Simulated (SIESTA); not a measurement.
# Si: 7 runs along one coordinate

System: Si (Fd-3m, 2 atoms in the cell).
Method: Kohn-Sham DFT of a periodic cell, PBE, PseudoDojo 0.5 standard, converted to PSML, no spin polarisation (SIESTA 5.4.2).

The 7 runs differ only in the geometry, by an even scaling of the cell at fixed fractional positions. The structure derives from a Materials Project entry.

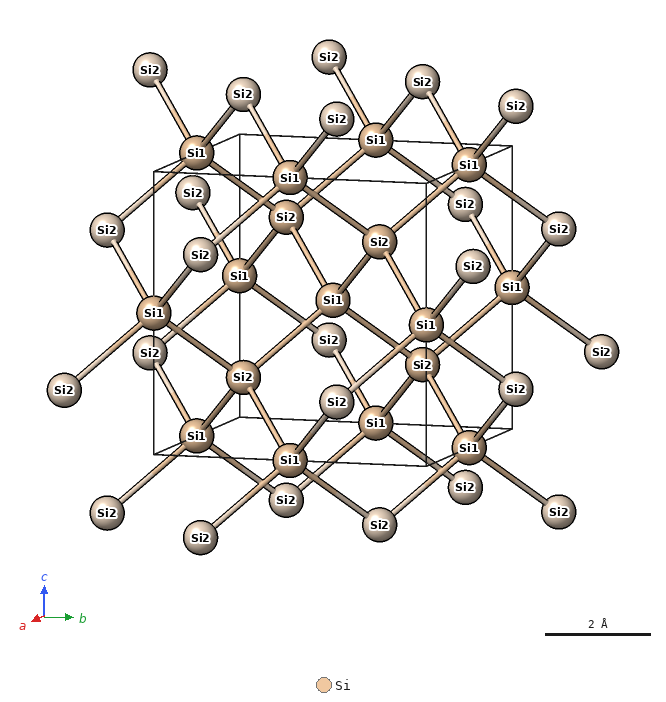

Figure 1. The structure of run 4 (ball-and-stick view of the cell 4 times as large as that of the calculation, set on its symmetry axes, seen slightly off an axis; neighbours outside the cell are drawn fainter; atoms are numbered from 1 in the order of the input).

## Input of run 4
```
SystemName                      Si
SystemLabel                     Si
NumberOfSpecies                 1
NumberOfAtoms                   2
%block ChemicalSpeciesLabel
  1  14 Si
%endblock ChemicalSpeciesLabel

LatticeConstant                 1.0 Ang
%block LatticeVectors
     0.0000000000     2.7218511865     2.7218511865
     2.7218511865     0.0000000000     2.7218511865
     2.7218511865     2.7218511865     0.0000000000
%endblock LatticeVectors
AtomicCoordinatesFormat         Fractional
%block AtomicCoordinatesAndAtomicSpecies
     0.5000000000     0.5000000000     0.5000000000  1  Si
     0.7500000000     0.7500000000     0.7500000000  1  Si
%endblock AtomicCoordinatesAndAtomicSpecies

%block kgrid.MonkhorstPack
    8   0   0  0.0
    0   8   0  0.0
    0   0   8  0.0
%endblock kgrid.MonkhorstPack
XC.Functional                   GGA
XC.Authors                      PBE
PAO.BasisSize                   DZP
PAO.EnergyShift                 0.002 Ry
Mesh.Cutoff                     500 Ry
OccupationFunction              FD
ElectronicTemperature           0.05 eV
MaxSCFIterations                120
SCF.MustConverge                false
SCF.Mixer.Method                Pulay
SCF.Mixer.Weight                0.25
SCF.Mixer.History               8
SCF.DM.Tolerance                5.0e-05
SCF.H.Tolerance                 1.0e-03 eV
WriteForces                     true
Charge.Mulliken                 end
```

Command:
```bash
siesta Si.fdf > Si.out 2>&1
```

Lattice vectors (Å) and fractional positions of run 4:
```
   0.000000    2.721851    2.721851
   2.721851    0.000000    2.721851
   2.721851    2.721851    0.000000
Si  0.500000  0.500000  0.500000
Si  0.750000  0.750000  0.750000
```

Run 2 differs from it as follows:
```diff
-     0.0000000000     2.7218511865     2.7218511865
-     2.7218511865     0.0000000000     2.7218511865
-     2.7218511865     2.7218511865     0.0000000000
+     0.0000000000     2.6850649043     2.6850649043
+     2.6850649043     0.0000000000     2.6850649043
+     2.6850649043     2.6850649043     0.0000000000
```

## Results, with one run withheld

```tsv
run	volume per atom (Å³)	free energy per atom, from the lowest run given (meV)	pressure (GPa)	gap on the mesh (eV)
1	18.955	47.95	9.40	0.53
2	19.358	?	?	?
3	19.761	13.23	4.64	0.60
4	20.165	4.17	2.60	0.63
5	20.568	0.00	0.77	0.66
6	20.971	0.21	−0.90	0.69
7	21.375	4.46	−2.42	0.72
```

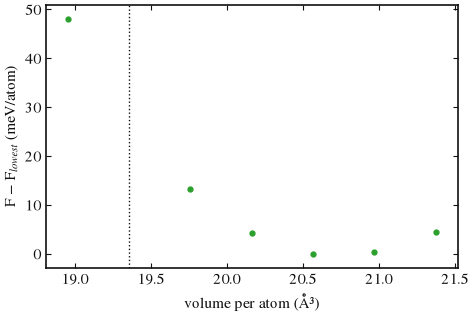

Figure 2. Free energy per atom of the runs given; the dotted line marks run 2.

What should run 2 give?

A cubic polynomial in V^(−2/3) (the Birch–Murnaghan form), fitted to the 6 runs given, misses them by at most 0.01 meV per atom. With x = V^(−2/3) − 0.13450 Å⁻², it reads F = 2.5947 + 2942.1 x + 7.1639e+05 x² − 15747 x³ (meV per atom). At run 2 it gives 27.63 meV per atom, and the run itself gives 27.62. The slope of the fit gives a pressure −dF/dV of 6.86 GPa there, and the run prints 6.84 GPa. The fit has its minimum at 20.746 Å³ per atom, where V d²F/dV² gives 86.3 GPa: the bulk modulus at this level, since symmetry fixes the shape and the positions. The gap on the mesh goes, without turning, from 0.53 eV in run 1 to 0.72 eV in run 7; run 2 has 0.57 eV. These are gaps of this functional on this mesh, which can miss the band edges; they aren't the measured gap.

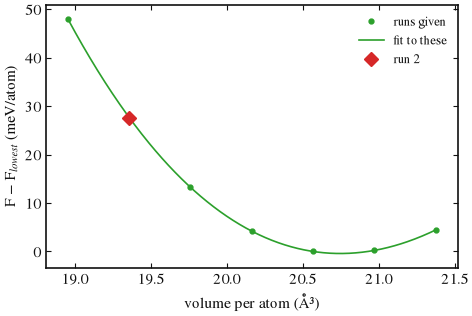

Figure 3. The fit and the withheld run.

## Some lines of the output (run 2)
```
[...]
outcell: Cell volume (Ang**3)        :     38.7163
stepf: Fermi-Dirac step function
siesta: Etot    =      -229.978947
siesta: FreeEng =      -229.978954
        iscf     Eharris(eV)        E_KS(eV)     FreeEng(eV)     dDmax    Ef(eV) dHmax(eV)
siesta: E_KS(eV) =             -229.9985
siesta: E_KS - E_eggbox =      -229.9985
siesta: Etot    =      -229.998539
siesta: FreeEng =      -229.998582
siesta:         Fermi =      -5.380686
siesta: Cell volume =         38.716346 Ang**3
    Orbital volume contribution        =           2.603468 eV
```

Notes: With a small basis of atomic orbitals these values can differ much from converged plane-wave results.
